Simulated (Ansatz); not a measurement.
System: zincblende GaSb, space group F-43m (No. 216), 2 atoms in the primitive cell; cubic a = 6.118 Å. Run without spin-orbit coupling: r2SCAN, Ansatz PAW, 8×8×8 k mesh, 500 eV cutoff, Fermi-Dirac smearing of 0.05 eV (Ansatz 0.2.0). Run with it: r2SCAN, Ansatz PAW, 8×8×8 k mesh, 500 eV cutoff, Fermi-Dirac smearing of 0.05 eV (Ansatz). Neither carries moments.

Without spin-orbit coupling the direct gaps are 0.46 eV at Γ and 1.91 eV at L.

### What does spin-orbit coupling change near the gap?

The threefold valence top at Γ (six states with spin) splits into a fourfold level on top and a twofold one 0.70 eV below it, the split-off level. The vertical gap goes from 0.46 to 0.25 eV at Γ and from 1.91 to 1.72 eV at L. A third of the splitting is 0.23 eV, which accounts for the change at Γ: the fourfold level rises by about that much. The smallest gap over all k points computed narrows from 0.47 eV (valence top at Γ, conduction bottom at Γ) to 0.25 eV.

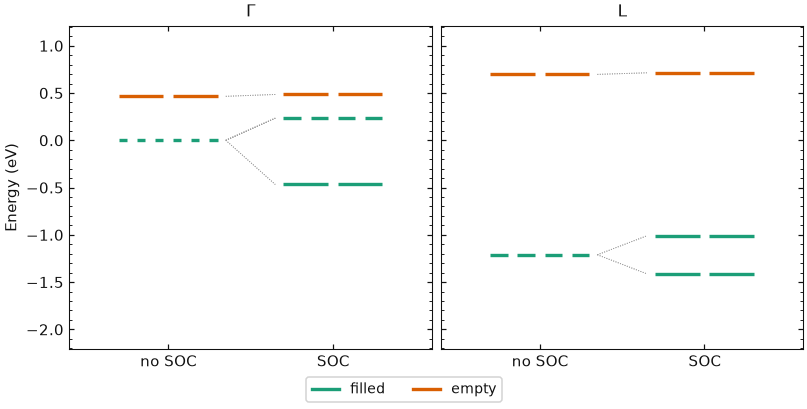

Levels at Γ and L, each bar one state with spin counted. Zero is the valence top without spin-orbit coupling, and the two sets are aligned on the mean of the six top valence states at Γ.

The PAW data sets were made with another functional. LDA, GGA and most meta-GGA functionals understate gaps.
